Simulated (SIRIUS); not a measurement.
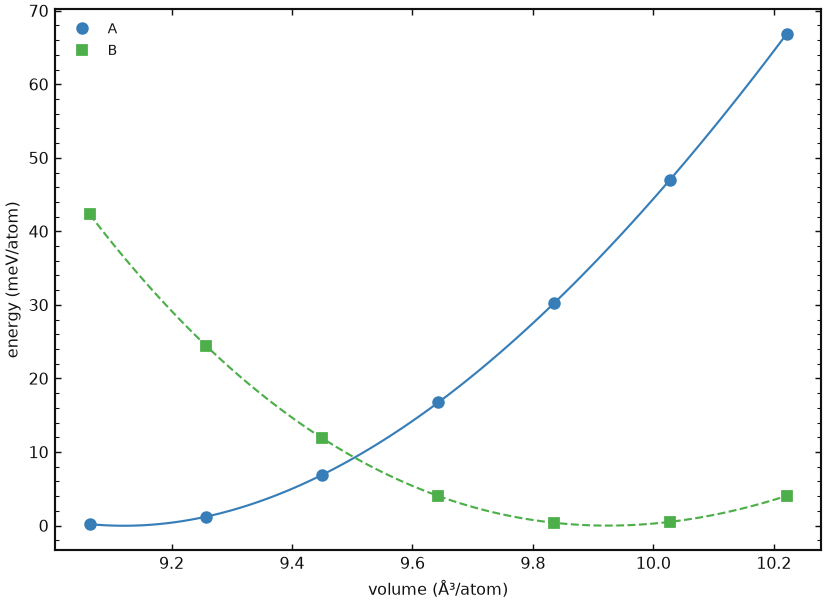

The figure compares two calculations of the energy against volume, each curve from its own zero. The first is for CuO, space group P-6m2 (No. 187) (cell built by us, not taken from a database).

The cell holds 2 atoms.

Method: all-electron LAPW DFT, no spin polarisation; energies at scaled volumes of the given cell, shape and fractions fixed, counted from the fit's minimum, third-order Birch-Murnaghan fit (SIRIUS 7.12.0). Level: PBEsol.

```tsv
setting	value
k mesh	6×6×5
occupations	Fermi–Dirac
smearing width	0.05 eV
potentials	all electron FP LAPW
program settings	basis apw+lo standard, gk cutoff 4.62 1/bohr, pw cutoff 24 1/bohr
```

In the second, the level changes from PBEsol to RPBE.

Which of A and B is the second calculation, and what did the change do?

B. The equilibrium volume rises from 9.12 to 9.92 Å³/atom (+8.8 %) and the bulk modulus falls from 200 to 154 GPa (−23 %).

For both, limits of the calculation: coarse k mesh; shape and atomic fractions are frozen while scaling, which makes layered, chain and framework solids too stiff.

V0 and the bulk modulus come from third-order Birch–Murnaghan fits.
